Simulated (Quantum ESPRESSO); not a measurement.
System: Pb, space group Fm-3m (No. 225).

The given structure:
```cif
data_structure
_symmetry_space_group_name_H-M 'P 1'
_symmetry_Int_Tables_number 1
_cell_length_a 3.5002
_cell_length_b 3.5002
_cell_length_c 3.5002
_cell_angle_alpha 60.000
_cell_angle_beta 60.000
_cell_angle_gamma 60.000
_cell_volume 30.32
loop_
_atom_site_label
_atom_site_type_symbol
_atom_site_fract_x
_atom_site_fract_y
_atom_site_fract_z
_atom_site_occupancy
Pb1 Pb 0.00000 0.00000 0.00000 1
```

How it was computed, with Quantum ESPRESSO 7.5: plane-wave DFT, no spin polarisation; energies at scaled volumes of the given cell, shape and fractions fixed, counted from the fit's minimum, third-order Birch-Murnaghan fit. Level: LDA.

```
       setting                              value
        k mesh                              9×9×9
   occupations                        Fermi–Dirac
smearing width                            0.05 eV
    potentials  PseudoDojo 0.4.1 SR LDA stringent
   wave cutoff                           979.6 eV
density cutoff                            3918 eV
```

The printed pressures vanish at a volume slightly off the minimum of the energy fit, as a finite basis (Pulay stress) and smearing make them.

Describe the result: the energy and pressure against volume. The volume takes the values 28.50, 29.11, 29.72, 30.32, 30.93, 31.54, 32.14 Å³/atom.

A third-order Birch–Murnaghan fit gives V0 = 28.98 Å³/atom, B0 = 54.3 GPa and B′ = 5.3. The energy is 1.38 meV/atom at volume 28.50 Å³/atom and 47.08 meV/atom at 32.14 Å³/atom; the lowest computed point is at volume 29.11 Å³/atom (0.08 meV/atom), in a single well. The pressure falls from 0.18 GPa at volume 28.50 Å³/atom to −4.95 GPa at 32.14 Å³/atom, and changes sign near 28.60 Å³/atom.

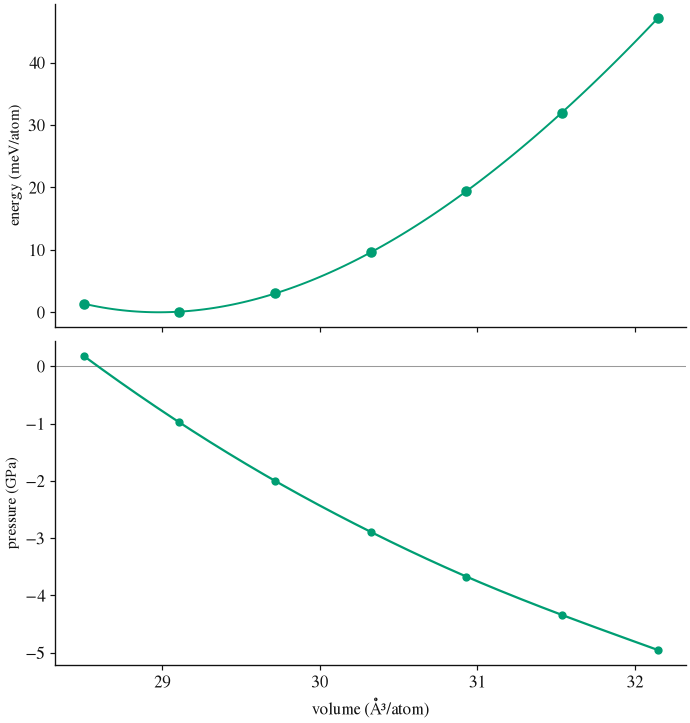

Caveats: spin-orbit coupling left out, heavy elements.
